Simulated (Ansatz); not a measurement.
Sn4HO: geometry relaxation (part 2 of 2)

Continued. System: Sn4HO (slab, 6 atoms in the cell). Method: DFT PBEsol, scalar-relativistic, plane waves, PAW, no spin polarisation (Ansatz 0.2.0); cutoff 420 eV, 9×9×1 k-mesh, Gaussian smearing of 0.1 eV. The structure derives from an entry of the Crystallography Open Database. The input holds or restrains some coordinates. Forces given for the steps count only the free coordinates. It belongs to a series of runs on one base structure; here: OH put at a hollow Sn-Sn-Sn site.

Geometry of the input (Å; fractional positions):
```
3.4135  0.0000  0.0000
0.3483  3.3957  0.0000
0.0000  0.0000  26.7417
Sn 0.5000  0.5000  0.3179
Sn 0.0000  0.0000  0.4034
Sn 0.5000  0.5000  0.4943
Sn 0.0000  0.0000  0.5748
O  0.3333  0.3333  0.6190
H  0.2311  0.4020  0.6519
```

```
WARN: The output density's exchange-correlation potential varies sharply where the density is thin. Do not read a vacuum level from v_tot or v_xc, or from such a field of the output density. On a cell that repeats whose density bears no net charge and no dipole along the vacuum's axis use v_es (v_loc + v_h of the components); under efield.dipole_correction with no amplitude use v_es + v_field, which holds any external_charges[].barrier, or the levels of the report's work_function block, which leave it out; under a non-zero efield.amplitude the vacuum is tilted and has no level; on a cell that repeats and bears such a dipole with no correction it is tilted too, and efield.dipole_correction with no amplitude gives each side of its ramp a level where efield: is served; in a cell that repeats whose density bears a net charge (total_charge, or a fill off its count) it is curved and has none; of a slab under crystal.periodic whose density bears no net charge use v_es, which has a level on each side, short of where the two are joined; of another it falls or rises all the way out and has none; of a slab beside external_charges read slab_vacuum_level instead, which it has where they leave it neutral. The grid or the basis barely resolves most such structure, and the values can differ between equally converged runs; as a rule a tighter scf.convergence.dr2_threshold does not remove it. Where the density itself ripples (under the LDA too) a higher basis.ecutwfc lessens it. The files hold the spikes' plane waves up to the density's cutoff. Files: v_tot_of_output_density and the like, and their columns of v_z.tsv (output.write_potential); v_xc_of_output_density and the like, and their columns of v_comp_z.tsv (output.write_potential_components). Measured: with its Gaussian average of σ = 0.25 Å subtracted twice, the exchange-correlation potential is over 0.1 eV at 44 of the grid points where the equally averaged density (valence and model cores) is under 1e-3 e/Å³, and 0.203 eV at the most among them, at an averaged density of 1.6e-7 e/Å³. The input density's (outcome.potential() and, of a run that writes arrays, v_tot and v_xc) is over 0.1 eV, so measured, at 41 points of its own thin density, 0.132 eV at the most. See output.write_potential in the manual, Limitations
SCF converged after 2 iterations
Free energy (F): -24374.730053 eV
Harris-Foulkes:  -24374.730053 eV  (|F-HF|=2.80e-9)
Internal energy: -24374.710591 eV  (E = F + TS)
E sigma→0 (E₀):  -24374.720322 eV
Entropy (-TS):   -0.019462 eV (-3.244 meV/atom)
Fermi energy:    1.532199 eV
Dipole field:    D = 0.006289 V/Å  (p = 0.010774 e·Å, saw-weighted, corrected)
Work function:   Φ+ = 3.9272 eV   Φ− = 4.0954 eV
Levels:          The Fermi level and band energies are counted from a zero that moves with the ramp; work functions are not
--- Per-component energies (eV) ---
  E_band       = -902.132125
  E_kinetic    = 931.112409
  E_local      = -55826.009826  (includes V_loc(G=0)·N_el)
  E_nonlocal   = -73.556415
  E_hartree    = 28000.469378
  E_xc         = -1598.179847
  E_vxc        = -491.093371  (∫ρ·V_xc dr)
  E_paw        = -16406.208165  (= ΣΔE_a)
  E_vpaw       = -1443.687265  (= ΣTr[D̂ρ^β])
  E_aug_tail   = 0.001221  (compensation charges beyond the density's cutoff)
  E_efield     = 0.000034  (sawtooth field / dipole correction)
  E_vefield    = 0.159913  (∫n·V_field dr)
  E_ewald      = 20596.485973
  E_core_change = 1.174647  (= ΣΔE_core)
  E_smearing   = -0.019462  (= −TS)
  E_closure    = 0.000000  (closes the sum)
  Σ components = -24374.730053   (vs F -24374.730053, Δ=0.00e0)
--- Forces (eV/Å), atoms counted from 1 ---
  atom   1  Sn     0.00472277    -0.00183839     0.14338213
  atom   2  Sn     0.00148012     0.00258619    -0.14977298
  atom   3  Sn    -0.00019091    -0.00892693     0.00919337
  atom   4  Sn    -0.01566760     0.01169573    -0.00534174
  atom   5  O     -0.01400651    -0.00363185     0.01455277
  atom   6  H      0.02365372     0.00011032    -0.01201620
  max |Σ_I F_I| component: 8.41e-6 eV/Å
--- Band table (eV; the first three rows and the last of 41) ---
  k-point 0: bands = ["-20.2443", "-20.0801", "-20.0549", "-20.0133", "-20.0105", "-19.9864", "-19.9756", "-19.9640", "-19.9546", "-19.9387", "-19.9117", "-19.9047", "-19.8889", "-19.8645", "-19.8532", "-19.8443", "-19.8321", "-19.8063", "-19.8045", "-19.7580", "-18.6899", "-9.2778", "-8.3161", "-6.9746", "-5.3573", "-3.9100", "-2.5764", "-1.9175", "-0.2527", "2.0785", "3.4904", "4.1760", "4.2350", "4.7538", "5.1455", "5.3588", "5.4944", "6.1485"]
  k-point 1: bands = ["-20.2458", "-20.0840", "-20.0621", "-20.0101", "-20.0021", "-19.9906", "-19.9670", "-19.9606", "-19.9493", "-19.9311", "-19.9102", "-19.9048", "-19.8915", "-19.8681", "-19.8564", "-19.8438", "-19.8347", "-19.8111", "-19.8042", "-19.7635", "-18.6381", "-9.1139", "-8.1753", "-6.8623", "-5.2670", "-3.9718", "-2.7747", "-1.8584", "-0.0652", "1.7616", "2.8701", "3.1502", "4.0225", "4.6311", "4.9923", "5.1571", "5.4939", "5.8058"]
  k-point 2: bands = ["-20.2760", "-20.0853", "-20.0567", "-20.0077", "-20.0014", "-19.9825", "-19.9572", "-19.9490", "-19.9288", "-19.9241", "-19.9081", "-19.9026", "-19.8903", "-19.8733", "-19.8555", "-19.8486", "-19.8337", "-19.8249", "-19.8034", "-19.7741", "-18.5136", "-8.6253", "-7.7693", "-6.5306", "-5.0689", "-4.2804", "-2.9268", "-1.7867", "-0.2229", "0.3121", "1.4692", "2.5686", "3.4937", "4.4308", "4.8225", "5.2023", "5.4809", "5.9702"]
  k-point 40: bands = ["-20.1896", "-20.0770", "-20.0464", "-20.0250", "-20.0143", "-19.9560", "-19.9527", "-19.9381", "-19.9296", "-19.9240", "-19.9107", "-19.8997", "-19.8828", "-19.8696", "-19.8588", "-19.8363", "-19.8132", "-19.8038", "-19.7938", "-19.7817", "-18.4764", "-7.0869", "-6.2733", "-5.4304", "-5.1580", "-4.6232", "-2.7209", "-2.5653", "-1.9243", "-1.0960", "-0.1194", "1.0046", "2.5981", "3.6859", "4.0265", "4.8658", "5.4413", "6.2916"]
--- Relaxed structure (16 steps of the walk, 15 accepted, 0 SCFs on fresh bases) ---
  F+E_penalty+E_count = -24374.73005343 eV   max|allowed force component| = 2.365e-2 eV/Å
  atoms:
    - { symbol: Sn, position: [0.4999999999999999, 0.49999999999999994, 0.3178552083999999] }
    - { symbol: Sn, position: [0.0, 0.0, 0.4033861282999999] }
    - { symbol: Sn, position: [0.5093051301879243, 0.49208953394148086, 0.49108355455737646] }
    - { symbol: Sn, position: [0.0037847790186909063, -0.007893236891157332, 0.5814583542203184] }
    - { symbol: O, position: [0.0030834107489954646, 0.4912826124178779, 0.6378252980792394] }
    - { symbol: H, position: [-0.24717043773470332, 0.5112099798876987, 0.6562594833929698] }
```

Trajectory as extended XYZ (Å, eV, eV/Å), 16 frames, from step=1 to step=16
```
6
Lattice="3.4135 0.0000 0.0000 0.3483 3.3957 0.0000 0.0000 0.0000 26.7417" Properties=species:S:1:pos:R:3:forces:R:3 step=1 energy=-24374.26661
Sn    1.8809    1.6978    8.5000    0.0057   0.0147   0.1602
Sn    0.0000    0.0000   10.7872    0.0237  -0.0037  -0.0617
Sn    1.8809    1.6978   13.2194   -0.1824  -0.1070  -0.4457
Sn    0.0000    0.0000   15.3723   -0.4505  -0.5041  -0.8843
O     1.2539    1.1319   16.5523    0.8110   0.5878   0.6149
H     0.9290    1.3651   17.4323   -0.2078   0.0120   0.6166
6
Lattice="3.4135 0.0000 0.0000 0.3483 3.3957 0.0000 0.0000 0.0000 26.7417" Properties=species:S:1:pos:R:3:forces:R:3 step=2 energy=-24374.44807
Sn    1.8809    1.6978    8.5000    0.0019   0.0081   0.1298
Sn    0.0000    0.0000   10.7872    0.0284   0.0103  -0.2669
Sn    1.8294    1.6752   13.0806   -0.0972  -0.0680  -0.0530
Sn    0.0644    0.0632   15.3108    0.0597  -0.0825   0.0455
O     1.2684    1.1903   16.6847   -0.0783   0.2744   0.5784
H     0.9116    1.2710   17.6020    0.0853  -0.1422  -0.4325
6
Lattice="3.4135 0.0000 0.0000 0.3483 3.3957 0.0000 0.0000 0.0000 26.7417" Properties=species:S:1:pos:R:3:forces:R:3 step=3 energy=-24374.47538
Sn    1.8809    1.6978    8.5000   -0.0023   0.0053   0.1172
Sn    0.0000    0.0000   10.7872    0.0276   0.0156  -0.2145
Sn    1.7888    1.6504   13.1034   -0.0383  -0.0380   0.0248
Sn    0.1135    0.1055   15.4097    0.1100  -0.0405   0.1130
O     1.2560    1.2790   16.8285   -0.4663  -0.0832   1.0318
H     0.8923    1.1544   17.7568    0.3687   0.1404  -1.0708
6
Lattice="3.4135 0.0000 0.0000 0.3483 3.3957 0.0000 0.0000 0.0000 26.7417" Properties=species:S:1:pos:R:3:forces:R:3 step=4 energy=-24374.53601
Sn    1.8809    1.6978    8.5000   -0.0035   0.0059   0.1117
Sn    0.0000    0.0000   10.7872    0.0373   0.0001  -0.1423
Sn    1.7668    1.5805   13.1476   -0.0175   0.0051  -0.0021
Sn    0.1606    0.0494   15.5070    0.1113  -0.1263  -0.0009
O     1.1285    1.4034   16.9195   -0.0049   0.0324  -0.0421
H     0.7551    1.2650   17.8101   -0.1225   0.0828   0.0764
6
Lattice="3.4135 0.0000 0.0000 0.3483 3.3957 0.0000 0.0000 0.0000 26.7417" Properties=species:S:1:pos:R:3:forces:R:3 step=5 energy=-24374.58743
Sn    1.8809    1.6978    8.5000   -0.0024   0.0026   0.1165
Sn    0.0000    0.0000   10.7872    0.0407  -0.0041  -0.1416
Sn    1.7738    1.5394   13.1557    0.0396   0.0072  -0.0288
Sn    0.2553   -0.0253   15.5369    0.0703  -0.1129   0.1097
O     1.0692    1.4397   16.9790   -0.0498   0.0061   0.0565
H     0.5921    1.3702   17.8314   -0.0983   0.1011  -0.1123
6
Lattice="3.4135 0.0000 0.0000 0.3483 3.3957 0.0000 0.0000 0.0000 26.7417" Properties=species:S:1:pos:R:3:forces:R:3 step=6 energy=-24374.63267
Sn    1.8809    1.6978    8.5000   -0.0038  -0.0023   0.1202
Sn    0.0000    0.0000   10.7872    0.0491  -0.0076  -0.1363
Sn    1.8010    1.5126   13.1590    0.0592   0.0120  -0.0363
Sn    0.3316   -0.0842   15.5721    0.0206  -0.0874   0.1071
O     1.0161    1.4578   17.0348   -0.1624   0.0329   0.2481
H     0.4238    1.4620   17.8215    0.0373   0.0524  -0.3028
6
Lattice="3.4135 0.0000 0.0000 0.3483 3.3957 0.0000 0.0000 0.0000 26.7417" Properties=species:S:1:pos:R:3:forces:R:3 step=7 energy=-24374.66455
Sn    1.8809    1.6978    8.5000   -0.0069  -0.0060   0.1208
Sn    0.0000    0.0000   10.7872    0.0645  -0.0156  -0.1352
Sn    1.8480    1.5027   13.1516    0.0471   0.0176  -0.0080
Sn    0.3919   -0.1402   15.6108    0.0140  -0.0348   0.0345
O     0.9691    1.4688   17.0889   -0.5080   0.0935   0.4835
H     0.2505    1.5372   17.7738    0.3894  -0.0551  -0.4965
6
Lattice="3.4135 0.0000 0.0000 0.3483 3.3957 0.0000 0.0000 0.0000 26.7417" Properties=species:S:1:pos:R:3:forces:R:3 step=8 energy=-24374.69188
Sn    1.8809    1.6978    8.5000   -0.0083  -0.0035   0.1314
Sn    0.0000    0.0000   10.7872    0.0664  -0.0208  -0.1316
Sn    1.8833    1.5260   13.1581    0.0329   0.0136  -0.0050
Sn    0.3358   -0.1439   15.6105   -0.0060  -0.0055   0.0372
O     0.8068    1.4951   17.1084   -0.2175   0.0392   0.1792
H     0.0545    1.5616   17.7426    0.1324  -0.0234  -0.2130
6
Lattice="3.4135 0.0000 0.0000 0.3483 3.3957 0.0000 0.0000 0.0000 26.7417" Properties=species:S:1:pos:R:3:forces:R:3 step=9 energy=-24374.70801
Sn    1.8809    1.6978    8.5000   -0.0071   0.0014   0.1406
Sn    0.0000    0.0000   10.7872    0.0640  -0.0236  -0.1253
Sn    1.9319    1.5695   13.1616   -0.0011   0.0054   0.0038
Sn    0.2590   -0.1225   15.6071    0.0160  -0.0375  -0.0982
O     0.6572    1.5144   17.1001   -0.1319   0.0357   0.1656
H    -0.1290    1.5671   17.6889    0.0600   0.0187  -0.0865
6
Lattice="3.4135 0.0000 0.0000 0.3483 3.3957 0.0000 0.0000 0.0000 26.7417" Properties=species:S:1:pos:R:3:forces:R:3 step=10 energy=-24374.70371 accepted=F
Sn    1.8809    1.6978    8.5000    0.0009  -0.0041   0.1495
Sn    0.0000    0.0000   10.7872    0.0481  -0.0172  -0.1580
Sn    1.9493    1.5851   13.1592    0.0494  -0.0136  -0.0221
Sn    0.2556   -0.1331   15.5623   -0.1055   0.0657   0.4495
O     0.5148    1.5680   17.1336    0.0382  -0.0353  -0.3876
H    -0.3131    1.6311   17.6565   -0.0309   0.0045  -0.0312
6
Lattice="3.4135 0.0000 0.0000 0.3483 3.3957 0.0000 0.0000 0.0000 26.7417" Properties=species:S:1:pos:R:3:forces:R:3 step=11 energy=-24374.71523
Sn    1.8809    1.6978    8.5000   -0.0045   0.0004   0.1439
Sn    0.0000    0.0000   10.7872    0.0601  -0.0240  -0.1320
Sn    1.9461    1.5753   13.1611    0.0002   0.0097   0.0006
Sn    0.2386   -0.1216   15.5974    0.0057  -0.0038  -0.0115
O     0.5877    1.5384   17.1048   -0.0588   0.0147   0.0255
H    -0.2160    1.6018   17.6653   -0.0026   0.0031  -0.0266
6
Lattice="3.4135 0.0000 0.0000 0.3483 3.3957 0.0000 0.0000 0.0000 26.7417" Properties=species:S:1:pos:R:3:forces:R:3 step=12 energy=-24374.72027
Sn    1.8809    1.6978    8.5000   -0.0021   0.0009   0.1466
Sn    0.0000    0.0000   10.7872    0.0503  -0.0202  -0.1306
Sn    1.9506    1.5997   13.1606    0.0071  -0.0027  -0.0090
Sn    0.2084   -0.1124   15.5882   -0.0175   0.0113  -0.0012
O     0.5097    1.5602   17.0981   -0.0192   0.0026   0.0049
H    -0.3058    1.6225   17.6408   -0.0186   0.0080  -0.0107
6
Lattice="3.4135 0.0000 0.0000 0.3483 3.3957 0.0000 0.0000 0.0000 26.7417" Properties=species:S:1:pos:R:3:forces:R:3 step=13 energy=-24374.72563
Sn    1.8809    1.6978    8.5000    0.0021  -0.0011   0.1440
Sn    0.0000    0.0000   10.7872    0.0424  -0.0207  -0.1597
Sn    1.9628    1.6116   13.1370   -0.0232   0.0219   0.0317
Sn    0.1286   -0.0795   15.5675    0.0144   0.0087   0.0145
O     0.3840    1.6058   17.0809   -0.0181  -0.0174  -0.0214
H    -0.4411    1.6678   17.6089   -0.0176   0.0086  -0.0092
6
Lattice="3.4135 0.0000 0.0000 0.3483 3.3957 0.0000 0.0000 0.0000 26.7417" Properties=species:S:1:pos:R:3:forces:R:3 step=14 energy=-24374.72903
Sn    1.8809    1.6978    8.5000    0.0044  -0.0012   0.1541
Sn    0.0000    0.0000   10.7872    0.0089  -0.0004  -0.1221
Sn    1.9339    1.6639   13.1656   -0.0070  -0.0089  -0.0549
Sn    0.0377   -0.0409   15.5521   -0.0044   0.0104   0.0006
O     0.2240    1.6523   17.0588   -0.0311  -0.0047   0.0363
H    -0.6207    1.7169   17.5569    0.0292   0.0048  -0.0141
6
Lattice="3.4135 0.0000 0.0000 0.3483 3.3957 0.0000 0.0000 0.0000 26.7417" Properties=species:S:1:pos:R:3:forces:R:3 step=15 energy=-24374.73005
Sn    1.8809    1.6978    8.5000    0.0047  -0.0018   0.1434
Sn    0.0000    0.0000   10.7872    0.0015   0.0026  -0.1498
Sn    1.9099    1.6710   13.1324   -0.0002  -0.0089   0.0092
Sn    0.0102   -0.0268   15.5492   -0.0157   0.0117  -0.0053
O     0.1817    1.6682   17.0566   -0.0140  -0.0036   0.0146
H    -0.6656    1.7359   17.5495    0.0237   0.0001  -0.0120
6
Lattice="3.4135 0.0000 0.0000 0.3483 3.3957 0.0000 0.0000 0.0000 26.7417" Properties=species:S:1:pos:R:3:forces:R:3 step=16 energy=-24374.73005
Sn    1.8809    1.6978    8.5000    0.0047  -0.0018   0.1434
Sn    0.0000    0.0000   10.7872    0.0015   0.0026  -0.1498
Sn    1.9099    1.6710   13.1324   -0.0002  -0.0089   0.0092
Sn    0.0102   -0.0268   15.5492   -0.0157   0.0117  -0.0053
O     0.1817    1.6682   17.0566   -0.0140  -0.0036   0.0146
H    -0.6656    1.7359   17.5495    0.0237   0.0001  -0.0120
```

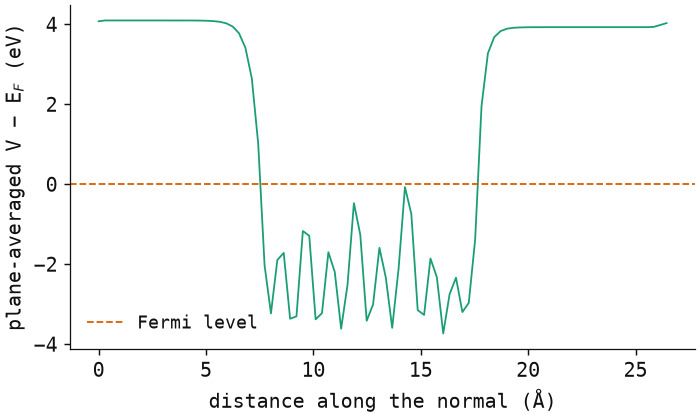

Plane average of the electrostatic potential energy of an electron across the cell, from the Fermi level. The vacuum level lies 3.93 eV above the Fermi level on the upper side and 4.10 eV on the lower.

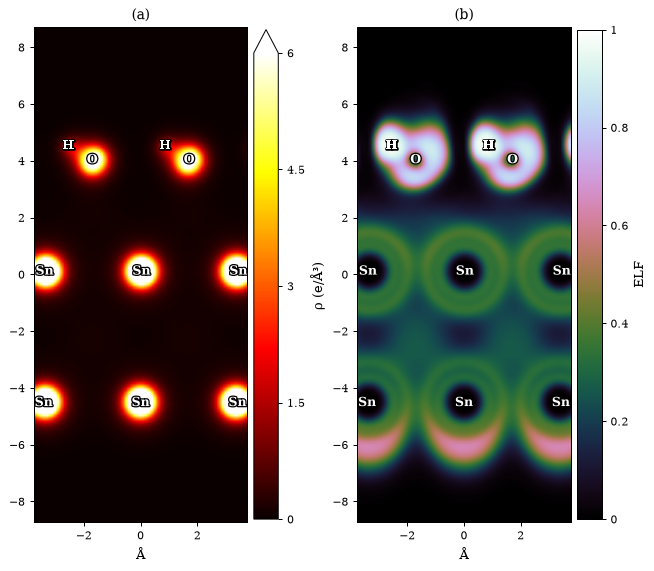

(a) valence pseudo-density; (b) electron localisation function on the (010) plane of the calculation cell, a cut from vacuum to vacuum. The section cuts through Sn, O and H sites. The density dies away to nearly zero in the vacuum. Core electrons are frozen (PAW), so the fields are smoothed inside the atomic spheres.

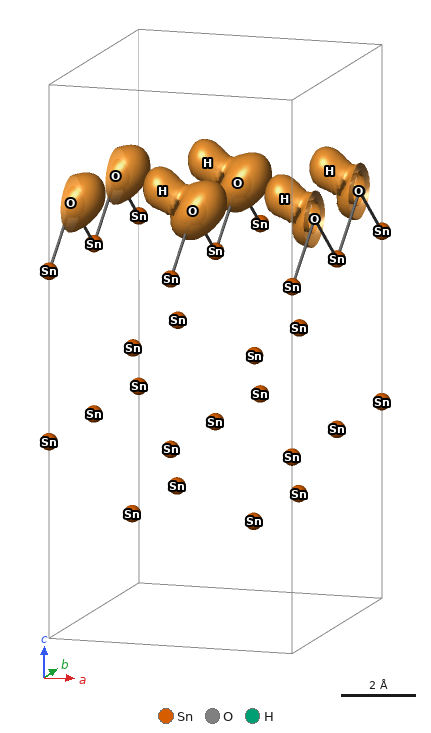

Isosurface of the electron localisation function at 0.75 (orange), seen slightly off an axis. Only the valence region is drawn (cores and ρ < 0.01 e/Å³ removed). Sticks mark near contacts. Along the contacts the grid gives the following. Sn–O (2.27 Å): the ELF is about 0.20 at the midpoint (no shared pair; the contact is polar).
